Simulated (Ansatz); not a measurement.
**B3P3H2: geometry relaxation (part 1 of 2)**

The run: geometry relaxation of B3P3H2 (16 atoms in the cell). Method and program: DFT PBEsol, scalar-relativistic, plane waves, PAW, no spin polarisation (Ansatz 0.2.0).

It belongs to a series of runs on one base structure; here: armchair ribbon, 6 formula units a period, edges capped with H.

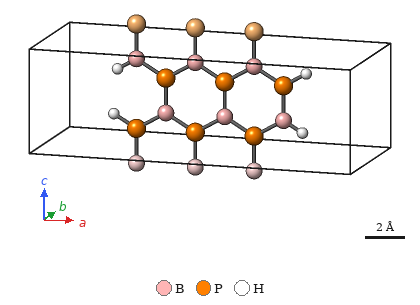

**Figure 1.** The input geometry (ball-and-stick view of the cell of the calculation, with the vacuum cut short, seen slightly off an axis; neighbours outside the cell are drawn fainter). An atom can appear more than once, as a periodic image.

Summary:

- outcome: converged
- electrons treated: 52
- free energy: −5417.3420 eV
- Fermi energy: −2.441 eV
- gap on the k-point mesh: 1.13 eV
- final volume: 1008.63 Å³
- largest force (length of the vector) at the end: 0.008 eV/Å
- hardware: 4 threads of Arm Neoverse V2, 24 GiB of memory available, shared host
- wall time: 32 s (CPU time 99 s)
- peak memory: 1.2 GiB

Remarks:

The program warns: the exchange-correlation potential is rough where the density is thin.

Input:
```yaml
crystal:
  lattice:
    - [19.5, 0.0, 0.0]
    - [0.0, 9.3, 0.0]
    - [0.0, 0.0, 5.5431412646]
  atoms:
    - { symbol: B, position: [0.7051496219, 0.5, 0.3333333333] }
    - { symbol: B, position: [0.5410299244, 0.5, 0.3333333333] }
    - { symbol: B, position: [0.6230897731, 0.5, 0.8333333333] }
    - { symbol: B, position: [0.3769102269, 0.5, 0.3333333333] }
    - { symbol: B, position: [0.4589700756, 0.5, 0.8333333333] }
    - { symbol: B, position: [0.2948503781, 0.5, 0.8333333333] }
    - { symbol: P, position: [0.6230897731, 0.5, 0.1666666667] }
    - { symbol: P, position: [0.7051496219, 0.5, 0.6666666667] }
    - { symbol: P, position: [0.4589700756, 0.5, 0.1666666667] }
    - { symbol: P, position: [0.5410299244, 0.5, 0.6666666667] }
    - { symbol: P, position: [0.2948503781, 0.5, 0.1666666667] }
    - { symbol: P, position: [0.3769102269, 0.5, 0.6666666667] }
    - { symbol: H, position: [0.7579993773, 0.5, 0.2259934747] }
    - { symbol: H, position: [0.2420006227, 0.5, 0.7259934747] }
    - { symbol: H, position: [0.7682140359, 0.5, 0.7947528846] }
    - { symbol: H, position: [0.2317859641, 0.5, 0.2947528846] }
basis:
  ecutwfc: 420
kpoints:
  mp_grid: { grid: [1, 1, 6] }
hamiltonian:
  xc: pbesol
scf:
  occupations: { method: gaussian, width: 0.05 }
output:
  forces: true
  stress: true
  eigenvalues: true
  populations: true
  write_density: true
  write_potential: true
  elf: true
  volumetric_format: npy
relax:
  adjacent_minimum: "off"
  f_tol: 0.02
  max_steps: 45
  cell: { fix: [a, b, alpha, beta, gamma], stress_tol: 0.03 }
```

Run as:
```bash
ansatz run input.yaml --threads 4 --pin off --max-ram 11264MiB --backend cpu --events-out ev --progress --plain --runs-dir out
```

What the program printed:
```
Engine: ansatz 0.2.0, aarch64-unknown-linux-gnu
Pseudopotentials: kind: paw
Pseudopotential: B, paw, valence charge 3, recommended cutoff 420 eV (normal), B.paw.azcp
Pseudopotential: P, paw, valence charge 5, recommended cutoff 420 eV (normal), P.paw.azcp
Pseudopotential: H, paw, valence charge 1, recommended cutoff 420 eV (normal), H.paw.azcp
Functional definition: PBEsol
  exchange = pbesol_x
  correlation = pbesol_c
Crystal: 16 atoms, lattice volume = 1005.249 Å³
Basis set: ecut = 420 eV, 19669 PW (Γ), exchange–correlation on 270×128×80 points (8 copies of the dense FFT grid, shifted against one another)
Bands: 42, of which v1, the nominal top of the filled ones, is band 26 counted from 1 (25 counted from 0)
Symmetry: 4 space group operations
Space group: Pmc21 (ITA 26), of the structure as read, at distance tolerance 1.0e-4 Å
k-points: 4 of 6 (time reversal used)
Non-local potential: B, projectors of the file, l = 0: 2, l = 1: 2, l = 2: 1
Non-local potential: P, projectors of the file, l = 0: 2, l = 1: 2, l = 2: 2
Non-local potential: H, projectors of the file, l = 0: 2, l = 1: 1
PAW form: soft (Blöchl's): semilocal exchange-correlation on the pseudo side does not see the compensation charge
PAW frozen core: B, regenerated for the run's functional, and the local potential with it (the file was generated under x = pbe(κ = 0.804, μ = 0.2195149727645171), c = pbe(β = 0.06672455060314922))
PAW frozen core: P, regenerated for the run's functional, and the local potential with it (the file was generated under x = pbe(κ = 0.804, μ = 0.2195149727645171), c = pbe(β = 0.06672455060314922))
PAW one-centre angular grid: B, 110 points (default); XC on 64 Gauss nodes
PAW one-centre angular grid: P, 110 points (default); XC on 64 Gauss nodes
PAW one-centre angular grid: H, 110 points (default); XC on 64 Gauss nodes
Initial density: superposition of atomic densities (neutral atoms: chi_scale 0, normalization atom), corrected by the library's trained network
Initial wavefunctions: pseudopotential atomic-orbital guess
Functional: x = pbesol(κ = 0.804, μ = 0.12345679012345678), c = pbesol(β = 0.046)
SCF iter   1: F=—  HF=-5417.236295 eV  |F-HF|=—  |Δ(HF+E_count)|=         —  Δρ=2.09e-3  dr2=6.62e-2  ethr=1.77e-3  ⟨swp⟩=8.8  Hψ=1092  notcnv=0  defer=15
preconditioner: auto → Resta (q_TF=auto, 1.665 Å⁻¹)  ε∞=1.7  [insulator: Δε(μ)=1.148 eV  Ē_g=9.842 eV  σ=0.050 eV  W_gap=1.00  n_scr=84 (ndim 8)  ℏωp=8.4 eV  f_vac=0.685  D(μ)=0.00/eV (n_scr^D=0)  ε∞_Penn≈1.7  vacuum switching on, ρ_ref=7.0e-3 e/Å³]
SCF iter   2: F=—  HF=-5417.237259 eV  |F-HF|=—  |Δ(HF+E_count)|=   9.64e-4  Δρ=9.62e-4  dr2=1.98e-2  ethr=1.27e-4  ⟨swp⟩=3.8  Hψ=294  notcnv=0  defer=36
SCF iter   3: F=—  HF=-5417.238548 eV  |F-HF|=—  |Δ(HF+E_count)|=   1.29e-3  Δρ=5.17e-4  dr2=6.88e-3  ethr=3.80e-5  ⟨swp⟩=2.2  Hψ=222  notcnv=0  defer=36
SCF iter   4: F=—  HF=-5417.238999 eV  |F-HF|=—  |Δ(HF+E_count)|=   4.51e-4  Δρ=1.21e-4  dr2=2.27e-4  ethr=1.32e-5  ⟨swp⟩=2.0  Hψ=187  notcnv=0  defer=36
SCF iter   5: F=—  HF=-5417.239242 eV  |F-HF|=—  |Δ(HF+E_count)|=   2.43e-4  Δρ=4.98e-5  dr2=2.08e-5  ethr=4.37e-7  ⟨swp⟩=2.5  Hψ=231  notcnv=0  defer=36
SCF iter   6: F=—  HF=-5417.239342 eV  |F-HF|=—  |Δ(HF+E_count)|=   1.01e-4  Δρ=1.56e-5  dr2=3.33e-6  ethr=3.99e-8  ⟨swp⟩=2.0  Hψ=259  notcnv=0  defer=36
SCF iter   7: F=—  HF=-5417.239344 eV  |F-HF|=—  |Δ(HF+E_count)|=   2.00e-6  Δρ=3.89e-6  dr2=2.23e-7  ethr=6.41e-9  ⟨swp⟩=2.0  Hψ=217  notcnv=0  defer=36
SCF iter   8: F=-5417.239345 eV  HF=-5417.239345 eV  |F-HF|=1.98e-7  |Δ(HF+E_count)|=   2.36e-7  Δρ=1.59e-6  dr2=2.62e-8  ethr=1.92e-10  ⟨swp⟩=30.2  Hψ=2166  notcnv=0
SCF 1 converged in 8 iterations: F = -5417.239345 eV  dr2 = 2.62e-8
  greatest PAW one-centre occupation: 0.774 electrons in one spin orbital (limit 2), on the P atom at site 11 (counted from 0), in its partial waves of l = 0
relax step   1: F+E_penalty+E_count = -5417.23934470 eV  Δ(F+E_penalty+E_count) = +0.000e0 eV  max|allowed force component| = 8.797e-1 eV/Å  Δτ_max = 0.0000 Å  P = -0.153 GPa  Ω = 1005.249 Å³  fix = [a, b, alpha, beta, gamma]  reactions: a -0.296, b +0.012 GPa  (8 SCF iters, dr2 threshold 1.00e-7 eV, accepted)
Crystal: 16 atoms, lattice volume = 1008.905 Å³
Basis set: ecut = 420 eV, 19745 PW (Γ), exchange–correlation on 270×128×80 points (8 copies of the dense FFT grid, shifted against one another)
Initial density: handed on by an earlier stage of this run
Initial wavefunctions: those handed on with the density
iter 1 solved again at ethr=8.04e-5 eV; its pass at ethr=3.10e-3 eV (dr2=4.18e-2 eV) is discarded
SCF iter   1: F=—  HF=-5417.339212 eV  |F-HF|=—  |Δ(HF+E_count)|=         —  Δρ=2.74e-3  dr2=4.23e-2  ethr=8.04e-5  ⟨swp⟩=5.2  Hψ=934  notcnv=0
preconditioner: auto → Resta (q_TF=auto, 1.664 Å⁻¹)  ε∞=1.7  [insulator: Δε(μ)=1.126 eV  Ē_g=9.894 eV  σ=0.050 eV  W_gap=1.00  n_scr=84 (ndim 8)  ℏωp=8.4 eV  f_vac=0.687  D(μ)=0.00/eV (n_scr^D=0)  ε∞_Penn≈1.7  vacuum switching on, ρ_ref=7.1e-3 e/Å³]
SCF iter   2: F=—  HF=-5417.330959 eV  |F-HF|=—  |Δ(HF+E_count)|=   8.25e-3  Δρ=1.28e-3  dr2=9.52e-3  ethr=8.04e-5  ⟨swp⟩=3.5  Hψ=267  notcnv=0
SCF iter   3: F=—  HF=-5417.331704 eV  |F-HF|=—  |Δ(HF+E_count)|=   7.44e-4  Δρ=4.45e-4  dr2=1.17e-2  ethr=1.83e-5  ⟨swp⟩=4.0  Hψ=349  notcnv=0
SCF iter   4: F=—  HF=-5417.329535 eV  |F-HF|=—  |Δ(HF+E_count)|=   2.17e-3  Δρ=9.46e-5  dr2=7.94e-5  ethr=1.83e-5  ⟨swp⟩=2.0  Hψ=211  notcnv=0
SCF iter   5: F=—  HF=-5417.329609 eV  |F-HF|=—  |Δ(HF+E_count)|=   7.41e-5  Δρ=2.81e-5  dr2=8.34e-6  ethr=1.53e-7  ⟨swp⟩=2.2  Hψ=293  notcnv=0
SCF iter   6: F=-5417.329612 eV  HF=-5417.329612 eV  |F-HF|=1.14e-7  |Δ(HF+E_count)|=   2.23e-6  Δρ=5.82e-6  dr2=3.89e-7  ethr=3.08e-9  ⟨swp⟩=22.2  Hψ=1807  notcnv=0
SCF 2 converged in 6 iterations: F = -5417.329612 eV  dr2 = 3.89e-7
  greatest PAW one-centre occupation: 0.774 electrons in one spin orbital (limit 2), on the P atom at site 9 (counted from 0), in its partial waves of l = 0
relax step   2: F+E_penalty+E_count = -5417.32961168 eV  Δ(F+E_penalty+E_count) = -9.027e-2 eV  max|allowed force component| = 3.444e-1 eV/Å  Δτ_max = 0.0699 Å  P = -0.076 GPa  Ω = 1008.905 Å³  energy of the carried Pulay correction = -5.545e-4 eV  fix = [a, b, alpha, beta, gamma]  reactions: a -0.067, b +0.011 GPa  (6 SCF iters, dr2 threshold 1.60e-6 eV, accepted)
Crystal: 16 atoms, lattice volume = 1008.698 Å³
Basis set: ecut = 420 eV, 19737 PW (Γ), exchange–correlation on 270×128×80 points (8 copies of the dense FFT grid, shifted against one another)
iter 1 solved again at ethr=1.91e-5 eV; its pass at ethr=3.10e-3 eV (dr2=9.91e-3 eV) is discarded
SCF iter   1: F=—  HF=-5417.344074 eV  |F-HF|=—  |Δ(HF+E_count)|=         —  Δρ=1.15e-3  dr2=1.08e-2  ethr=1.91e-5  ⟨swp⟩=4.5  Hψ=758  notcnv=0
preconditioner: auto → Resta (q_TF=auto, 1.664 Å⁻¹)  ε∞=1.7  [insulator: Δε(μ)=1.122 eV  Ē_g=9.912 eV  σ=0.050 eV  W_gap=1.00  n_scr=84 (ndim 8)  ℏωp=8.4 eV  f_vac=0.686  D(μ)=0.00/eV (n_scr^D=0)  ε∞_Penn≈1.7  vacuum switching on, ρ_ref=7.1e-3 e/Å³]
SCF iter   2: F=—  HF=-5417.341542 eV  |F-HF|=—  |Δ(HF+E_count)|=   2.53e-3  Δρ=4.80e-4  dr2=1.85e-3  ethr=1.91e-5  ⟨swp⟩=2.5  Hψ=268  notcnv=0
SCF iter   3: F=—  HF=-5417.341343 eV  |F-HF|=—  |Δ(HF+E_count)|=   1.99e-4  Δρ=2.23e-4  dr2=8.31e-4  ethr=3.55e-6  ⟨swp⟩=2.5  Hψ=239  notcnv=0
SCF iter   4: F=—  HF=-5417.341286 eV  |F-HF|=—  |Δ(HF+E_count)|=   5.72e-5  Δρ=7.13e-5  dr2=7.83e-5  ethr=1.60e-6  ⟨swp⟩=2.2  Hψ=213  notcnv=0
SCF iter   5: F=—  HF=-5417.341278 eV  |F-HF|=—  |Δ(HF+E_count)|=   7.97e-6  Δρ=1.93e-5  dr2=3.01e-6  ethr=1.51e-7  ⟨swp⟩=2.0  Hψ=222  notcnv=0
SCF iter   6: F=-5417.341279 eV  HF=-5417.341279 eV  |F-HF|=4.14e-8  |Δ(HF+E_count)|=   6.41e-7  Δρ=6.48e-6  dr2=5.11e-7  ethr=3.08e-9  ⟨swp⟩=23.0  Hψ=1771  notcnv=0
SCF 3 converged in 6 iterations: F = -5417.341279 eV  dr2 = 5.11e-7
relax step   3: F+E_penalty+E_count = -5417.34127873 eV  Δ(F+E_penalty+E_count) = -1.167e-2 eV  max|allowed force component| = 2.770e-2 eV/Å  Δτ_max = 0.0236 Å  P = -0.002 GPa  Ω = 1008.698 Å³  energy of the carried Pulay correction = -5.231e-4 eV  fix = [a, b, alpha, beta, gamma]  reactions: a -0.012, b +0.011 GPa  (6 SCF iters, dr2 threshold 1.60e-6 eV, accepted)
Crystal: 16 atoms, lattice volume = 1008.629 Å³
iter 1 solved again at ethr=3.09e-7 eV; its pass at ethr=3.10e-3 eV (dr2=1.60e-4 eV) is discarded
SCF iter   1: F=—  HF=-5417.341467 eV  |F-HF|=—  |Δ(HF+E_count)|=         —  Δρ=1.53e-4  dr2=1.66e-4  ethr=3.09e-7  ⟨swp⟩=3.0  Hψ=663  notcnv=0
preconditioner: auto → Resta (q_TF=auto, 1.664 Å⁻¹)  ε∞=1.7  [insulator: Δε(μ)=1.131 eV  Ē_g=9.909 eV  σ=0.050 eV  W_gap=1.00  n_scr=84 (ndim 8)  ℏωp=8.4 eV  f_vac=0.686  D(μ)=0.00/eV (n_scr^D=0)  ε∞_Penn≈1.7  vacuum switching on, ρ_ref=7.1e-3 e/Å³]
SCF iter   2: F=—  HF=-5417.341430 eV  |F-HF|=—  |Δ(HF+E_count)|=   3.65e-5  Δρ=6.58e-5  dr2=2.19e-5  ethr=3.09e-7  ⟨swp⟩=3.0  Hψ=289  notcnv=0
SCF iter   3: F=—  HF=-5417.341490 eV  |F-HF|=—  |Δ(HF+E_count)|=   5.98e-5  Δρ=2.22e-5  dr2=3.71e-6  ethr=4.21e-8  ⟨swp⟩=2.2  Hψ=276  notcnv=0
SCF iter   4: F=—  HF=-5417.341490 eV  |F-HF|=—  |Δ(HF+E_count)|=   3.72e-7  Δρ=4.47e-6  dr2=3.60e-7  ethr=7.13e-9  ⟨swp⟩=2.0  Hψ=235  notcnv=0
SCF iter   5: F=—  HF=-5417.341490 eV  |F-HF|=—  |Δ(HF+E_count)|=   3.00e-8  Δρ=1.42e-6  dr2=5.12e-8  ethr=9.22e-11  ⟨swp⟩=19.5  Hψ=1578  notcnv=0
SCF iter   6: F=-5417.341490 eV  HF=-5417.341490 eV  |F-HF|=3.30e-9  |Δ(HF+E_count)|=   2.77e-9  Δρ=6.35e-7  dr2=8.01e-9  ethr=9.22e-11  ⟨swp⟩=10.8  Hψ=1032  notcnv=0
SCF 4 converged in 6 iterations: F = -5417.341490 eV  dr2 = 8.01e-9
relax step   4: F+E_penalty+E_count = -5417.34148954 eV  Δ(F+E_penalty+E_count) = -2.108e-4 eV  max|allowed force component| = 7.659e-3 eV/Å  Δτ_max = 0.0030 Å  P = +0.005 GPa  Ω = 1008.629 Å³  energy of the carried Pulay correction = -5.126e-4 eV  fix = [a, b, alpha, beta, gamma]  reactions: a +0.002, b +0.011 GPa  (6 SCF iters, dr2 threshold 4.79e-8 eV, accepted)
Initial wavefunctions: pseudopotential atomic-orbital guess (no wavefunctions were taken with the density)
iter 1 solved again at ethr=8.23e-7 eV; its pass at ethr=3.10e-3 eV (dr2=4.28e-4 eV) is discarded
SCF iter   1: F=—  HF=-5417.341388 eV  |F-HF|=—  |Δ(HF+E_count)|=         —  Δρ=1.43e-5  dr2=6.89e-8  ethr=8.23e-7  ⟨swp⟩=7.0  Hψ=1616  notcnv=0
eigensolver tolerance schedule: the retry pair's looser diagonalisation over-reported the residual by 6204.18 of it (diagonalisation noise at an unbounded share of the residual, at the tolerance the schedule requests for it); recorded, not acted on — ethr = c·dr2/N_el stays at c = 1.0e-1
preconditioner: auto → Resta (q_TF=auto, 1.664 Å⁻¹)  ε∞=1.7  [insulator: Δε(μ)=1.131 eV  Ē_g=9.908 eV  σ=0.050 eV  W_gap=1.00  n_scr=84 (ndim 8)  ℏωp=8.4 eV  f_vac=0.686  D(μ)=0.00/eV (n_scr^D=0)  ε∞_Penn≈1.7  vacuum switching on, ρ_ref=7.1e-3 e/Å³]
SCF iter   2: F=—  HF=-5417.341820 eV  |F-HF|=—  |Δ(HF+E_count)|=   4.33e-4  Δρ=7.20e-6  dr2=2.17e-8  ethr=1.33e-10  ⟨swp⟩=3.8  Hψ=397  notcnv=0
SCF iter   3: F=—  HF=-5417.341971 eV  |F-HF|=—  |Δ(HF+E_count)|=   1.51e-4  Δρ=2.73e-6  dr2=7.84e-9  ethr=4.18e-11  ⟨swp⟩=4.0  Hψ=347  notcnv=0
SCF iter   4: F=—  HF=-5417.342015 eV  |F-HF|=—  |Δ(HF+E_count)|=   4.39e-5  Δρ=2.69e-7  dr2=2.36e-9  ethr=1.51e-11  ⟨swp⟩=3.5  Hψ=309  notcnv=0
SCF iter   5: F=—  HF=-5417.342016 eV  |F-HF|=—  |Δ(HF+E_count)|=   6.57e-7  Δρ=8.86e-8  dr2=1.26e-10  ethr=4.53e-12  ⟨swp⟩=2.0  Hψ=215  notcnv=0
SCF iter   6: F=-5417.342016 eV  HF=-5417.342016 eV  |F-HF|=1.68e-9  |Δ(HF+E_count)|=   8.51e-8  Δρ=2.80e-8  dr2=1.91e-11  ethr=1.00e-12  ⟨swp⟩=23.5  Hψ=1507  notcnv=0
SCF 5 converged in 6 iterations: F = -5417.342016 eV  dr2 = 1.91e-11
relax step   5: F+E_penalty+E_count = -5417.34201597 eV  Δ(F+E_penalty+E_count) = -5.264e-4 eV  max|allowed force component| = 7.751e-3 eV/Å  Δτ_max = 0.0000 Å  P = +0.006 GPa  Ω = 1008.629 Å³  fix = [a, b, alpha, beta, gamma]  reactions: a +0.003, b +0.010 GPa  stress off target by 4.90e-3 GPa on what of the cell is left free  SCF on the basis re-selected at this cell (its energy is not comparable with the rows above)  (6 SCF iters)
```

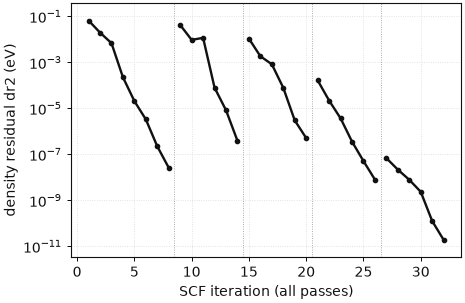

**Figure 2.** Convergence of the self-consistent field: density residual dr2 against the SCF iteration. The dotted lines part the SCF passes of the relaxation: geometry steps, rejected trials and re-solves on a re-selected basis. The 5 passes take 6 to 8 iterations each, 32 in all.

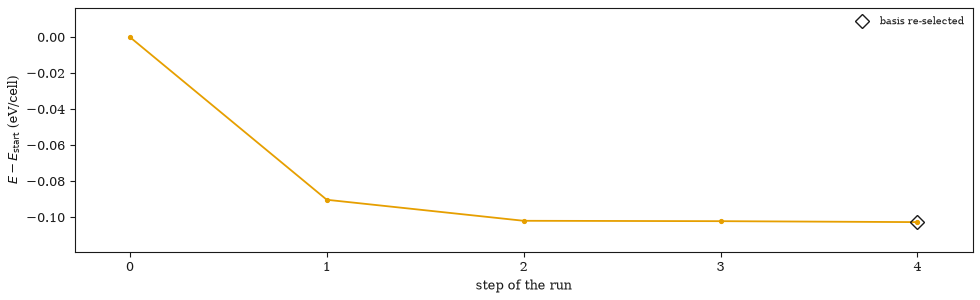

**Figure 3.** Progress of the relaxation, step by step (the first geometry is step 0 here and step 1 in the log).

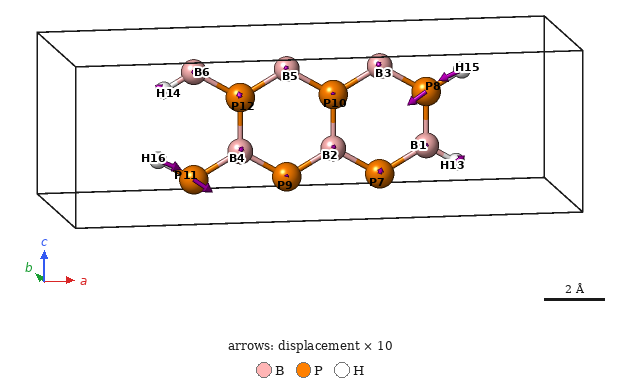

**Figure 4.** The starting structure with the displacements (without the part carried along by the change of the cell) as pink arrows, magnified 10 times (ball-and-stick view of the cell of the calculation, with the vacuum cut short, seen slightly off an axis). Over 3 geometry steps the energy falls by 0.102 eV per cell of the calculation. The largest force component goes from 0.88 to 0.0078 eV/Å. The largest moves relative to the cell, 0.089 Å, are those of H15 and H16. Largest moves by element: H 0.089 Å, P 0.081 Å, B 0.020 Å. Along the periodic axis the drawn cell goes c 5.543 → 5.562 Å (+0.3 %). Among the contacts that change: B1–P8 1.848 → 1.810 Å, B3–P8 1.848 → 1.833 Å, B3–P7 1.848 → 1.859 Å, B1–H13 1.190 → 1.200 Å. Among the angles that change: B4–P11–B6 120.0° → 125.1°, B4–P11–H16 120.0° → 116.6°, P9–B4–P11 120.0° → 116.9°. A last SCF at the same geometry on a re-selected plane-wave basis shifts the energy by −0.5 meV per cell of the calculation. (Atoms are counted from 1 in the order of the input.)
